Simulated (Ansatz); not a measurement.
## Pt: geometry relaxation (part 2 of 2)

The same run, continued: Pt (slab, 16 atoms in the cell); DFT PBE, scalar-relativistic, plane waves, PAW, no spin polarisation (Ansatz 0.2.0); cutoff 420 eV, 6×6×1 k-mesh, Gaussian smearing of 0.1 eV. The structure derives from an entry of the Crystallography Open Database. The input holds or restrains some coordinates. Forces given for the steps count only the free coordinates.

Geometry of the input (Å; fractional positions):
```
5.6146  0.0000  0.0000
-2.8073  4.8624  0.0000
0.0000  0.0000  23.8764
Pt 0.3333  0.1667  0.3560
Pt 0.3333  0.6667  0.3560
Pt 0.8333  0.1667  0.3560
Pt 0.8333  0.6667  0.3560
Pt 0.6667  0.3333  0.4520
Pt 0.6667  0.8333  0.4520
Pt 0.1667  0.3333  0.4520
Pt 0.1667  0.8333  0.4520
Pt 0.0000  0.5000  0.5480
Pt 0.0000  0.0000  0.5480
Pt 0.5000  0.5000  0.5480
Pt 0.5000  0.0000  0.5480
Pt 0.3333  0.6667  0.6440
Pt 0.3333  0.1667  0.6440
Pt 0.8333  0.6667  0.6440
Pt 0.8333  0.1667  0.6440
```

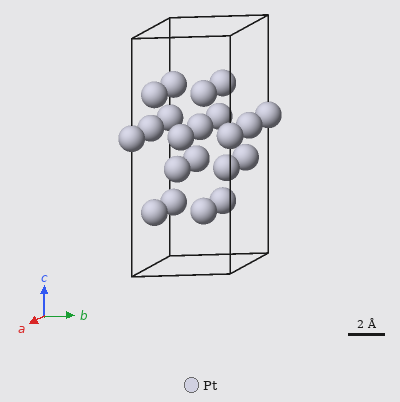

**Figure 1.** The geometry at step 2 of the log (spheres-only view of the cell of the calculation, with the vacuum cut short, seen slightly off an axis).

**Output, continued**
```
relax step   3: F+E_penalty+E_count = -200363.37450324 eV  Δ(F+E_penalty+E_count) = -9.209e-3 eV  max|allowed force component| = 1.122e-2 eV/Å  Δτ_max = 0.0283 Å  (10 SCF iters, accepted)
SCF converged after 10 iterations
Free energy (F): -200363.374503 eV
Harris-Foulkes:  -200363.374503 eV  (|F-HF|=7.60e-9)
Internal energy: -200363.244011 eV  (E = F + TS)
E sigma→0 (E₀):  -200363.309257 eV
Entropy (-TS):   -0.130492 eV (-8.156 meV/atom)
Fermi energy:    4.997485 eV
Dipole field:    D = -0.000173 V/Å  (p = -0.000622 e·Å, saw-weighted, corrected)
Work function:   Φ+ = 5.7154 eV   Φ− = 5.7113 eV
Levels:          The Fermi level and band energies are counted from a zero that moves with the ramp; work functions are not
--- Per-component energies (eV) ---
  E_band       = -7220.836062
  E_kinetic    = 10175.936593
  E_local      = -452513.003581  (includes V_loc(G=0)·N_el)
  E_nonlocal   = 3200.974390
  E_hartree    = 220677.700725
  E_xc         = -4173.798198
  E_vxc        = -4824.954870  (∫ρ·V_xc dr)
  E_paw        = -151263.383470  (= ΣΔE_a)
  E_vpaw       = -4615.165559  (= ΣTr[D̂ρ^β])
  E_aug_tail   = 0.003260  (compensation charges beyond the density's cutoff)
  E_efield     = 0.000000  (sawtooth field / dipole correction)
  E_vefield    = -0.000610  (∫n·V_field dr)
  E_ewald      = 173532.326270
  E_smearing   = -0.130492  (= −TS)
  E_closure    = 0.000000  (closes the sum)
  Σ components = -200363.374503   (vs F -200363.374503, Δ=0.00e0)
--- Forces (eV/Å), atoms counted from 1 ---
  atom   1  Pt    -0.00000000     0.00000000    -0.04745834
  atom   2  Pt    -0.00000000     0.00000000    -0.04745834
  atom   3  Pt    -0.00000000     0.00000000    -0.04745834
  atom   4  Pt    -0.00000000     0.00000000    -0.04745834
  atom   5  Pt    -0.00000000     0.00000000     0.03428870
  atom   6  Pt    -0.00000000     0.00000000     0.03428870
  atom   7  Pt    -0.00000000     0.00000000     0.03428870
  atom   8  Pt    -0.00000000     0.00000000     0.03428870
  atom   9  Pt     0.00000000    -0.00000000     0.01122341
  atom  10  Pt     0.00000000    -0.00000000     0.01122341
  atom  11  Pt     0.00000000    -0.00000000     0.01122341
  atom  12  Pt     0.00000000    -0.00000000     0.01122341
  atom  13  Pt     0.00000000    -0.00000000     0.00196943
  atom  14  Pt     0.00000000    -0.00000000     0.00196943
  atom  15  Pt     0.00000000    -0.00000000     0.00196943
  atom  16  Pt     0.00000000    -0.00000000     0.00196943
  max |Σ_I F_I| component: 9.28e-5 eV/Å
--- Band table (eV; the first three rows and the last of 7) ---
  k-point 0: bands = ["-93.3860", "-93.3695", "-93.3628", "-93.3628", "-93.3628", "-93.3557", "-93.3557", "-93.3557", "-92.8949", "-92.8857", "-92.8764", "-92.8764", "-92.8764", "-92.8672", "-92.8672", "-92.8672", "-47.7844", "-47.7844", "-47.7844", "-47.7625", "-47.7625", "-47.7625", "-47.7465", "-47.6052", "-47.6052", "-47.6052", "-47.5459", "-47.5459", "-47.5459", "-47.5410", "-47.5410", "-47.5410", "-47.5273", "-47.4875", "-47.4875", "-47.4875", "-47.4523", "-47.4523", "-47.4180", "-47.4180",
      "-47.3491", "-47.3491", "-47.3491", "-47.3409", "-47.3409", "-47.3409", "-47.1276", "-47.1276", "-47.1276", "-47.1190", "-47.1190", "-47.1190", "-47.0505", "-47.0505", "-47.0418", "-47.0418", "-46.8986", "-46.8869", "-46.8687", "-46.8687", "-46.8687", "-46.8576", "-46.8576", "-46.8576", "-4.3044", "-2.9554", "-1.8303", "-1.7746", "-1.5586", "-1.5586", "-1.5586", "-1.3944", "-1.3944", "-1.3944", "-0.9577", "-0.9577", "-0.9577", "-0.6440", "-0.6440", "-0.6440",
      "-0.5553", "-0.5553", "-0.5553", "0.2209", "0.2209", "0.2209", "1.2129", "1.2129", "1.2129", "1.3360", "1.3360", "1.3360", "1.3846", "1.4969", "1.4969", "1.5288", "1.5937", "1.5937", "1.7305", "1.7305", "1.7305", "2.0430", "2.0430", "2.1426", "2.1426", "2.3713", "2.4068", "2.4068", "2.4068", "2.8778", "2.8778", "2.8778", "2.9871", "2.9871", "2.9871", "3.4815", "3.4815", "3.8263", "3.8263", "4.0935",
      "4.0935", "4.0935", "4.3006", "4.3006", "4.3006", "4.5330", "4.5330", "4.6856", "4.8118", "4.8118", "4.8118", "4.8878", "4.8878", "4.8878", "4.9970", "4.9970", "5.0670", "5.0670", "5.0670", "5.2546", "5.2546", "5.2546", "5.5343", "5.5343", "5.5343", "5.5661", "5.5661", "5.5661", "5.7304", "5.9820", "5.9820", "5.9820", "7.4005", "7.4005", "7.4005", "7.7013", "7.7013", "7.7013", "8.0122", "8.0122",
      "8.0122", "10.4801", "10.4953", "10.7996", "10.7996", "10.7996", "10.9286", "10.9286", "10.9286", "11.4525", "11.4525", "11.4525", "11.5244"]
  k-point 1: bands = ["-93.3845", "-93.3685", "-93.3646", "-93.3628", "-93.3628", "-93.3564", "-93.3557", "-93.3557", "-92.8937", "-92.8845", "-92.8777", "-92.8764", "-92.8764", "-92.8685", "-92.8672", "-92.8672", "-47.7730", "-47.7730", "-47.7642", "-47.7521", "-47.7521", "-47.7458", "-47.7408", "-47.6116", "-47.6051", "-47.6051", "-47.5629", "-47.5629", "-47.5384", "-47.5352", "-47.5335", "-47.5335", "-47.5328", "-47.4993", "-47.4993", "-47.4827", "-47.4683", "-47.4584", "-47.4392", "-47.4225",
      "-47.3388", "-47.3388", "-47.3306", "-47.3305", "-47.3305", "-47.3219", "-47.1390", "-47.1390", "-47.1304", "-47.1304", "-47.1225", "-47.1138", "-47.0714", "-47.0627", "-47.0557", "-47.0470", "-46.8964", "-46.8849", "-46.8706", "-46.8686", "-46.8686", "-46.8595", "-46.8575", "-46.8575", "-4.0690", "-2.7246", "-1.5939", "-1.5754", "-1.5560", "-1.3983", "-1.3983", "-1.3187", "-1.2228", "-1.2228", "-0.8505", "-0.8364", "-0.8364", "-0.6458", "-0.4764", "-0.4764",
      "-0.4440", "-0.3464", "-0.3464", "0.2863", "0.2863", "0.2973", "1.0753", "1.0753", "1.1870", "1.2214", "1.2892", "1.3771", "1.4245", "1.4245", "1.4647", "1.6685", "1.7215", "1.7777", "1.7777", "1.7796", "1.7860", "1.9153", "2.0100", "2.1598", "2.1963", "2.2120", "2.2120", "2.2661", "2.3060", "2.4801", "2.4801", "2.7981", "2.9046", "3.1110", "3.1110", "3.3471", "3.3696", "3.7343", "3.8508", "3.8681",
      "3.8681", "3.9898", "4.0057", "4.0071", "4.0071", "4.0605", "4.2113", "4.2113", "4.4124", "4.4375", "4.5280", "4.6592", "4.6592", "4.7562", "4.8053", "4.8053", "4.8217", "4.9004", "4.9004", "4.9042", "5.0088", "5.0813", "5.1116", "5.1116", "5.2457", "5.3267", "5.3267", "5.3317", "5.5508", "5.6680", "6.5656", "6.5656", "6.7686", "6.8069", "7.2356", "7.2356", "7.9627", "7.9627", "9.2035", "9.2214",
      "9.2214", "10.6268", "10.6797", "10.7781", "10.7781", "10.9294", "11.0706", "11.0706", "11.7061", "11.7409", "11.8758", "11.8758", "12.2918"]
  k-point 2: bands = ["-93.3805", "-93.3690", "-93.3658", "-93.3628", "-93.3628", "-93.3587", "-93.3557", "-93.3557", "-92.8903", "-92.8811", "-92.8811", "-92.8764", "-92.8764", "-92.8718", "-92.8672", "-92.8672", "-47.7448", "-47.7448", "-47.7276", "-47.7276", "-47.7258", "-47.7168", "-47.7040", "-47.6149", "-47.6149", "-47.6127", "-47.5790", "-47.5790", "-47.5637", "-47.5372", "-47.5372", "-47.5241", "-47.5209", "-47.5209", "-47.5193", "-47.5008", "-47.4919", "-47.4750", "-47.4698", "-47.4350",
      "-47.3133", "-47.3133", "-47.3050", "-47.3050", "-47.2782", "-47.2692", "-47.1667", "-47.1667", "-47.1581", "-47.1581", "-47.1279", "-47.1193", "-47.1084", "-47.0998", "-47.0699", "-47.0612", "-46.8905", "-46.8795", "-46.8758", "-46.8684", "-46.8684", "-46.8648", "-46.8573", "-46.8573", "-3.4110", "-2.1090", "-1.8000", "-1.2043", "-1.0317", "-0.9850", "-0.9850", "-0.9467", "-0.8299", "-0.8299", "-0.6961", "-0.4704", "-0.4440", "-0.4440", "-0.2060", "-0.1216",
      "-0.1216", "0.1922", "0.1922", "0.4791", "0.4791", "0.5107", "0.7067", "0.8401", "0.8401", "0.9798", "1.0664", "1.3128", "1.3665", "1.3665", "1.5037", "1.6613", "1.6613", "1.6639", "1.7298", "1.7598", "1.8958", "1.9166", "1.9166", "1.9323", "1.9994", "2.1547", "2.1742", "2.1934", "2.1934", "2.3829", "2.5966", "2.7632", "2.7734", "2.7734", "2.9391", "2.9460", "2.9525", "2.9525", "2.9613", "3.1367",
      "3.1367", "3.1846", "3.2491", "3.2952", "3.6567", "3.7237", "3.7237", "3.7284", "3.8554", "3.9810", "3.9810", "3.9817", "4.1196", "4.1196", "4.1959", "4.2178", "4.4140", "4.5124", "4.5248", "4.6452", "4.7297", "4.7297", "4.7608", "5.0238", "5.0238", "5.0367", "5.1127", "5.3035", "5.3035", "5.9227", "6.5048", "6.8845", "6.8845", "7.3935", "7.3935", "8.2332", "8.2752", "8.4923", "8.4923", "10.4064",
      "10.4064", "10.9806", "10.9806", "11.0222", "11.0474", "11.2340", "11.9473", "11.9473", "12.2494", "12.6506", "12.6805", "12.9757", "12.9757"]
  k-point 6: bands = ["-93.3720", "-93.3720", "-93.3720", "-93.3604", "-93.3604", "-93.3604", "-93.3594", "-93.3545", "-92.8834", "-92.8834", "-92.8834", "-92.8742", "-92.8742", "-92.8742", "-92.8741", "-92.8649", "-47.7034", "-47.7034", "-47.7034", "-47.6958", "-47.6945", "-47.6926", "-47.6487", "-47.6487", "-47.6487", "-47.6265", "-47.5992", "-47.5992", "-47.5992", "-47.5533", "-47.5484", "-47.5161", "-47.5161", "-47.5161", "-47.5111", "-47.5111", "-47.5111", "-47.4794", "-47.4794", "-47.4794",
      "-47.2685", "-47.2611", "-47.2592", "-47.2523", "-47.2271", "-47.2271", "-47.2271", "-47.2184", "-47.2184", "-47.2184", "-47.1135", "-47.1135", "-47.1135", "-47.1048", "-47.1048", "-47.1048", "-46.8793", "-46.8793", "-46.8793", "-46.8684", "-46.8684", "-46.8684", "-46.8646", "-46.8535", "-1.9679", "-1.9679", "-1.9679", "-0.9985", "-0.9985", "-0.9985", "-0.2312", "-0.2276", "-0.1773", "-0.1435", "-0.1435", "-0.1435", "-0.0358", "-0.0358", "-0.0358", "0.2878",
      "0.2878", "0.2878", "0.4186", "0.4361", "0.5621", "0.5621", "0.5621", "0.6464", "0.7437", "0.7544", "0.7544", "0.7544", "1.1477", "1.1477", "1.1477", "1.4280", "1.4280", "1.4280", "1.4394", "1.4394", "1.4394", "1.4882", "1.4950", "1.7205", "1.7205", "1.7205", "2.1880", "2.1954", "2.2491", "2.2582", "2.2950", "2.2950", "2.2950", "2.4498", "2.4498", "2.4498", "2.8871", "2.8871", "2.8871", "3.0712",
      "3.0712", "3.0712", "3.1102", "3.4572", "3.4592", "3.4592", "3.4592", "3.4632", "3.9598", "3.9598", "3.9598", "4.2148", "4.2148", "4.2148", "4.3418", "4.3418", "4.3418", "4.3782", "4.5031", "4.5031", "4.5031", "4.6184", "4.6184", "4.6184", "4.7386", "4.7439", "4.7448", "4.8123", "4.8123", "4.8123", "5.8389", "5.8389", "5.8389", "7.9186", "7.9186", "7.9186", "9.7316", "9.7938", "9.7944", "10.5311",
      "10.5385", "10.5385", "10.5385", "11.6766", "11.6786", "12.1303", "12.1303", "12.1303", "12.3808", "12.7107", "12.7107", "12.7107", "13.5347"]
--- Relaxed structure (3 steps of the walk, 2 accepted, 0 SCFs on fresh bases) ---
  F+E_penalty+E_count = -200363.37450324 eV   max|allowed force component| = 1.122e-2 eV/Å
  atoms:
    - { symbol: Pt, position: [0.33333333333333337, 0.16666666666666666, 0.35599948420000005] }
    - { symbol: Pt, position: [0.33333333333333337, 0.6666666666666666, 0.35599948420000005] }
    - { symbol: Pt, position: [0.8333333333333334, 0.16666666666666666, 0.35599948420000005] }
    - { symbol: Pt, position: [0.8333333333333333, 0.6666666666666666, 0.35599948420000005] }
    - { symbol: Pt, position: [0.6666666666666667, 0.33333333333333337, 0.4519998281] }
    - { symbol: Pt, position: [0.6666666666666666, 0.8333333333333331, 0.4519998281] }
    - { symbol: Pt, position: [0.16666666666666666, 0.33333333333333337, 0.4519998281] }
    - { symbol: Pt, position: [0.16666666666666663, 0.8333333333333333, 0.4519998281] }
    - { symbol: Pt, position: [0.0, 0.5, 0.546814181735603] }
    - { symbol: Pt, position: [5.703525166452647e-18, 1.0673874548249083e-17, 0.546814181735603] }
    - { symbol: Pt, position: [0.5, 0.5, 0.546814181735603] }
    - { symbol: Pt, position: [0.5, 1.0673874548179055e-17, 0.546814181735603] }
    - { symbol: Pt, position: [0.33333333333333337, 0.6666666666666666, 0.6431297397537452] }
    - { symbol: Pt, position: [0.33333333333333337, 0.16666666666666666, 0.6431297397537452] }
    - { symbol: Pt, position: [0.8333333333333333, 0.6666666666666666, 0.6431297397537452] }
    - { symbol: Pt, position: [0.8333333333333334, 0.16666666666666666, 0.6431297397537452] }
```

**Trajectory as extended XYZ (Å, eV, eV/Å), 3 frames, from step=1 to step=3**
```
16
Lattice="5.6146 0.0000 0.0000 -2.8073 4.8624 0.0000 0.0000 0.0000 23.8764" Properties=species:S:1:pos:R:3:forces:R:3 step=1 energy=-200363.36529
Pt    1.4036    0.8104    8.5000    0.0000   0.0000  -0.0518
Pt    0.0000    3.2416    8.5000    0.0000   0.0000  -0.0518
Pt    4.2109    0.8104    8.5000    0.0000   0.0000  -0.0518
Pt    2.8073    3.2416    8.5000    0.0000   0.0000  -0.0518
Pt    2.8073    1.6208   10.7921    0.0000   0.0000   0.2104
Pt    1.4036    4.0520   10.7921    0.0000   0.0000   0.2104
Pt    0.0000    1.6208   10.7921    0.0000   0.0000   0.2104
Pt   -1.4036    4.0520   10.7921    0.0000   0.0000   0.2104
Pt   -1.4036    2.4312   13.0843    0.0000   0.0000  -0.2104
Pt    0.0000    0.0000   13.0843    0.0000   0.0000  -0.2104
Pt    1.4036    2.4312   13.0843    0.0000   0.0000  -0.2104
Pt    2.8073    0.0000   13.0843    0.0000   0.0000  -0.2104
Pt    0.0000    3.2416   15.3764    0.0000   0.0000   0.0517
Pt    1.4036    0.8104   15.3764    0.0000   0.0000   0.0517
Pt    2.8073    3.2416   15.3764    0.0000   0.0000   0.0517
Pt    4.2109    0.8104   15.3764    0.0000   0.0000   0.0517
16
Lattice="5.6146 0.0000 0.0000 -2.8073 4.8624 0.0000 0.0000 0.0000 23.8764" Properties=species:S:1:pos:R:3:forces:R:3 step=2 energy=-200363.35856 accepted=F
Pt    1.4036    0.8104    8.5000    0.0000   0.0000  -0.0411
Pt    0.0000    3.2416    8.5000    0.0000   0.0000  -0.0411
Pt    4.2109    0.8104    8.5000    0.0000   0.0000  -0.0411
Pt    2.8073    3.2416    8.5000    0.0000   0.0000  -0.0411
Pt    2.8073    1.6208   10.7921    0.0000   0.0000  -0.1737
Pt    1.4036    4.0520   10.7921    0.0000   0.0000  -0.1737
Pt    0.0000    1.6208   10.7921    0.0000   0.0000  -0.1737
Pt   -1.4036    4.0520   10.7921    0.0000   0.0000  -0.1737
Pt   -1.4036    2.4312   13.0259    0.0000   0.0000   0.3015
Pt    0.0000    0.0000   13.0259    0.0000   0.0000   0.3015
Pt    1.4036    2.4312   13.0259    0.0000   0.0000   0.3015
Pt    2.8073    0.0000   13.0259    0.0000   0.0000   0.3015
Pt    0.0000    3.2416   15.3397    0.0000   0.0000  -0.0870
Pt    1.4036    0.8104   15.3397    0.0000   0.0000  -0.0870
Pt    2.8073    3.2416   15.3397    0.0000   0.0000  -0.0870
Pt    4.2109    0.8104   15.3397    0.0000   0.0000  -0.0870
16
Lattice="5.6146 0.0000 0.0000 -2.8073 4.8624 0.0000 0.0000 0.0000 23.8764" Properties=species:S:1:pos:R:3:forces:R:3 step=3 energy=-200363.37450
Pt    1.4036    0.8104    8.5000    0.0000   0.0000  -0.0475
Pt    0.0000    3.2416    8.5000    0.0000   0.0000  -0.0475
Pt    4.2109    0.8104    8.5000    0.0000   0.0000  -0.0475
Pt    2.8073    3.2416    8.5000    0.0000   0.0000  -0.0475
Pt    2.8073    1.6208   10.7921    0.0000   0.0000   0.0343
Pt    1.4036    4.0520   10.7921    0.0000   0.0000   0.0343
Pt    0.0000    1.6208   10.7921    0.0000   0.0000   0.0343
Pt   -1.4036    4.0520   10.7921    0.0000   0.0000   0.0343
Pt   -1.4036    2.4312   13.0560    0.0000   0.0000   0.0112
Pt    0.0000    0.0000   13.0560    0.0000   0.0000   0.0112
Pt    1.4036    2.4312   13.0560    0.0000   0.0000   0.0112
Pt    2.8073    0.0000   13.0560    0.0000   0.0000   0.0112
Pt    0.0000    3.2416   15.3556    0.0000   0.0000   0.0020
Pt    1.4036    0.8104   15.3556    0.0000   0.0000   0.0020
Pt    2.8073    3.2416   15.3556    0.0000   0.0000   0.0020
Pt    4.2109    0.8104   15.3556    0.0000   0.0000   0.0020
```

**Key numbers**

- outcome: converged under the restraints of the input
- electrons treated: 288
- free energy: −200363.3745 eV
- work function, top face: 5.72 eV
- work function, bottom face: 5.71 eV
- Fermi energy: 4.997 eV
- gap on the k-point mesh: none (metallic)
- final volume: 651.83 Å³
- work function (upper face): 5.72 eV
- largest force (length of the vector) at the end, held atoms and coordinates included: 0.047 eV/Å
- hardware: 4 threads of Intel Xeon @ 2.50GHz (Skylake/Cascade Lake), 64 GiB of memory available, shared host
- wall time: 69 s (CPU time 4.2 min)
- peak memory: 2.5 GiB

Spin–orbit coupling is left out, which matters for Pt.
